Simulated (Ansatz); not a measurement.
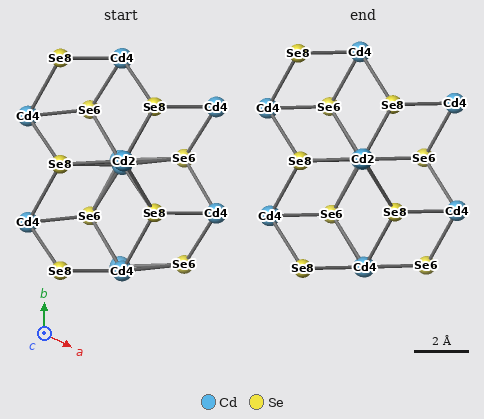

The structure of solid CdSe (a generated structure, set up in P1) (coarse preliminary run) before (left) and after (right) a relaxation, at one scale.

A ball-and-stick model of the atoms within 5.0 Å of the atom that moves most (axes of the cell of the calculation, reduced to other axes), seen along the c axis. Lengths and directions refer to the drawn axes.

Computed with Ansatz 0.2.0, DFT PBE, scalar-relativistic, plane waves, PAW. Settings: plane-wave cutoff 420 eV; k-point mesh 6 × 6 × 2; occupations gaussian; smearing width 0.2 eV; no spin polarisation; cell and atoms relaxed; force threshold 0.025 eV/Å; at most 60 steps.

Summarise the run.

Answer. After 2 accepted moves (3 points after the start) the energy has fallen by 0.187 eV per cell of the calculation. Largest force component: 0.89 eV/Å at the start, 0.015 eV/Å at the end. The pressure goes from 1.65 to 0.02 GPa. The SCF was repeated once at an unchanged geometry on a basis and grid sized afresh for the cell, which shifted the energy by 0.6 meV per cell of the calculation at most. The atom that moves furthest relative to the cell is a Cd atom (0.14 Å in a general direction near +b). Largest moves by element: Cd 0.14 Å, Se 0.12 Å. The drawn cell changes as follows: a 3.997 → 4.060 Å (+1.6 %), b 4.009 → 4.058 Å (+1.2 %), c 13.259 → 13.390 Å (+1.0 %), α 90.9° → 90.5°, β 91.0° → 90.5°, γ 117.3° → 119.6°; the volume changes by +1.6 %. Near-neighbour distances that change, for instance: Cd–Se 2.631 → 2.856 Å, Cd–Se 3.023 → 2.890 Å, Cd–Se 2.737 → 2.867 Å, Cd–Se 2.774 → 2.896 Å. Bond angles that change, for instance: Cd–Se–Cd 96.6° → 89.9°, Cd–Se–Cd 82.7° → 88.9°, Se–Cd–Se 82.7° → 88.9°. The space group stays P1 (No. 1). Cost: 5.3 min on 1 thread of Arm Neoverse V1 (shared host), peak memory 0.73 GiB.
